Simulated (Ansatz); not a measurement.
# Geometry relaxation of MgO (part 3 of 3)

The same run, continued: MgO (Pm-3m, 2 atoms in the cell); DFT, PBE, plane waves, PAW, no spin polarisation (Ansatz 0.2.0); cutoff 420 eV, 10×10×10 k-mesh, Fermi–Dirac smearing of 0.02 eV. The structure was built on a prototype by a generator.

Geometry of the input (Å; fractional positions):
```
2.4508  0.0000  0.0000
0.0000  2.4508  0.0000
0.0000  0.0000  2.4508
Mg 0.0000  0.0000  0.0000
O  0.5000  0.5000  0.5000
```

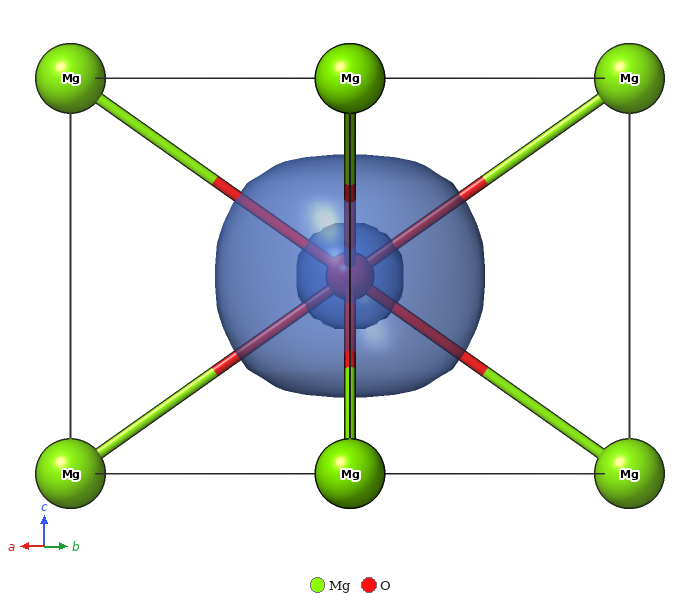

Fig. 1: Isosurface of the ELF at 0.7 (blue), seen along [110]. Core shells and regions of very low density are left out. Sticks mark near contacts. The outline is the cell set on symmetry axes. Along the contacts the grid gives the following. Mg–O (2.30 Å): the ELF is about 0.35 at the midpoint (ionic bonding with no shared pair).
